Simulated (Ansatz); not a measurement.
**Energy of Au along an even scaling of the cell**

System: Au (Fm-3m, 1 atom in the cell).
Method: Kohn-Sham DFT of a periodic cell, rPW86-PBE, Ansatz PAW, no spin polarisation (Ansatz 0.2.0).

The 5 runs differ only in the geometry, by an even scaling of the cell at fixed fractional positions. The structure derives from an entry of the Crystallography Open Database.

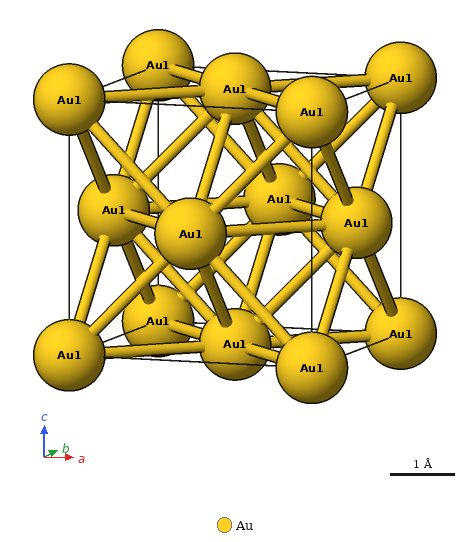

Figure 1. The structure of run 3 (ball-and-stick view of the cell 4 times as large as that of the calculation, set on its symmetry axes, seen slightly off an axis; atoms are numbered from 1 in the order of the input).

### Input of run 3
```yaml
crystal:
  lattice:
    - [0.0, 2.035, 2.035]
    - [2.035, 0.0, 2.035]
    - [2.035, 2.035, 0.0]
  atoms:
    - { symbol: Au, position: [0.0, 0.0, 0.0] }
hamiltonian:
  xc: { exchange: rpw86, correlation: pbe }
  pseudopotentials: { kind: paw }
kpoints:
  mp_grid: { grid: [11, 11, 11] }
scf:
  occupations: { method: fermi_dirac, width: 0.05 }
output:
  forces: true
  stress: true
  eigenvalues: true
  write_density: true
  write_potential: true
  elf: true
  volumetric_format: npy
```

Command:
```bash
ansatz run input.yaml --threads 2 --pin off --max-ram 5120MiB --backend cpu --events-out ev --progress --plain --runs-dir out
```

Run 2 differs from it as follows:
```diff
-    - [0.0, 2.035, 2.035]
-    - [2.035, 0.0, 2.035]
-    - [2.035, 2.035, 0.0]
+    - [0.0, 2.0074966285, 2.0074966285]
+    - [2.0074966285, 0.0, 2.0074966285]
+    - [2.0074966285, 2.0074966285, 0.0]
```

### Results, with one run withheld

| run | volume per atom (Å³) | free energy per atom, from the lowest run given (meV) | pressure (GPa) |
| --- | --- | --- | --- |
| 1 | 15.843 | 296.72 | 39.31 |
| 2 | 16.181 | ? | ? |
| 3 | 16.855 | 104.17 | 22.68 |
| 4 | 17.192 | 61.14 | 18.32 |
| 5 | 17.866 | 0.00 | 11.01 |

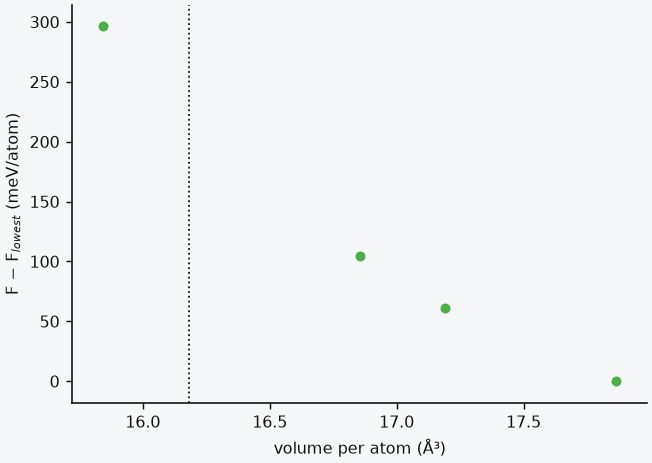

Figure 2. Free energy per atom of the runs given; the dotted line marks run 2.

Fit the runs given and predict run 2.

A quadratic polynomial in V^(−2/3) (the Birch–Murnaghan form), fitted to the 4 runs given, misses them by at most 0.17 meV per atom. With x = V^(−2/3) − 0.15177 Å⁻², it reads F = 96.189 + 23015 x + 9.8422e+05 x² (meV per atom). At run 2 it gives 221.07 meV per atom, and the run itself gives 220.68. The slope of the fit gives a pressure −dF/dV of 32.98 GPa there, and the run prints 33.10 GPa. The two needn't agree exactly: the fit is approximate, and the printed stress is taken on a finite basis. The fit has no minimum inside this range.

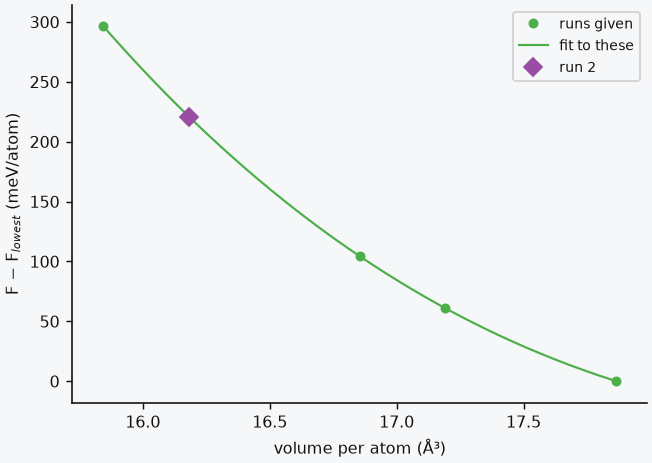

Figure 3. The fit and the withheld run.

### Output, shortened to warnings, some set-up lines, iterations and results (run 2)
```
Basis set: ecut = 420 eV, 331 PW (Γ), exchange–correlation on 40×40×40 points (8 copies of the dense FFT grid, shifted against one another)
Symmetry: 48 space group operations
k-points: 56 of 1331
Initial density: superposition of atomic densities (neutral atoms: chi_scale 0, normalization atom), corrected by the library's trained network
[...]
SCF iter   1: F=—  HF=-13228.712416 eV  |F-HF|=—  |Δ(HF+E_count)|=         —  Δρ=6.25e-3  dr2=2.40e-3  ethr=1.77e-3  ⟨swp⟩=4.8  Hψ=4012  notcnv=0
SCF iter   2: F=—  HF=-13228.711830 eV  |F-HF|=—  |Δ(HF+E_count)|=   5.86e-4  Δρ=2.22e-3  dr2=4.47e-4  ethr=1.27e-5  ⟨swp⟩=2.9  Hψ=1816  notcnv=0
SCF iter   3: F=—  HF=-13228.711803 eV  |F-HF|=—  |Δ(HF+E_count)|=   2.75e-5  Δρ=9.16e-4  dr2=4.85e-5  ethr=2.35e-6  ⟨swp⟩=2.3  Hψ=1046  notcnv=0
SCF iter   4: F=—  HF=-13228.711804 eV  |F-HF|=—  |Δ(HF+E_count)|=   1.57e-6  Δρ=1.08e-4  dr2=3.87e-7  ethr=2.55e-7  ⟨swp⟩=2.0  Hψ=1305  notcnv=0
SCF iter   5: F=-13228.711806 eV  HF=-13228.711806 eV  |F-HF|=1.75e-9  |Δ(HF+E_count)|=   1.31e-6  Δρ=6.53e-6  dr2=1.48e-9  ethr=2.04e-9  ⟨swp⟩=2.0  Hψ=1084  notcnv=0
SCF iter   6: F=-13228.711806 eV  HF=-13228.711806 eV  |F-HF|=1.02e-10  |Δ(HF+E_count)|=   2.68e-9  Δρ=1.14e-6  dr2=8.26e-11  ethr=7.78e-12  ⟨swp⟩=4.9  Hψ=3833  notcnv=0
SCF 1 converged in 6 iterations: F = -13228.711806 eV  dr2 = 8.26e-11
SCF converged after 6 iterations
Free energy (F): -13228.711806 eV
Harris-Foulkes:  -13228.711806 eV  (|F-HF|=1.02e-10)
Internal energy: -13228.710196 eV  (E = F + TS)
E sigma→0 (E₀):  -13228.711001 eV
Entropy (-TS):   -0.001609 eV (-1.609 meV/atom)
Fermi energy:    22.451771 eV
--- Per-component energies (eV) ---
  E_band       = -176.863037
  E_kinetic    = 607.210575
  E_local      = -1618.155236  (includes V_loc(G=0)·N_el)
  E_nonlocal   = 65.029433
  E_hartree    = 700.184584
  E_xc         = -230.613703
  E_vxc        = -276.967886  (∫ρ·V_xc dr)
  E_paw        = -9784.177257  (= ΣΔE_a)
  E_vpaw       = -354.350816  (= ΣTr[D̂ρ^β])
  E_aug_tail   = 0.001457  (compensation charges beyond the density's cutoff)
  E_ewald      = -2968.044863
  E_core_change = -0.145186  (= ΣΔE_core)
  E_smearing   = -0.001609  (= −TS)
  E_closure    = 0.000000  (closes the sum)
  Σ components = -13228.711806   (vs F -13228.711806, Δ=0.00e0)
--- Forces (eV/Å), atoms counted from 1 ---
  atom   1  Au    -0.00000000     0.00000000     0.00000000
  max |Σ_I F_I| component: 3.90e-32 eV/Å
--- Stress (GPa, compression-positive) ---
       33.099232       0.000000       0.000000
        0.000000      33.099232       0.000000
       -0.000000       0.000000      33.099232
  P = ⅓ Tr σ = 33.0992 GPa (330.992 kbar)
```

Notes: Points of doubt noted for this run: forces on files of another functional. Spin–orbit coupling is left out, which matters for Au.
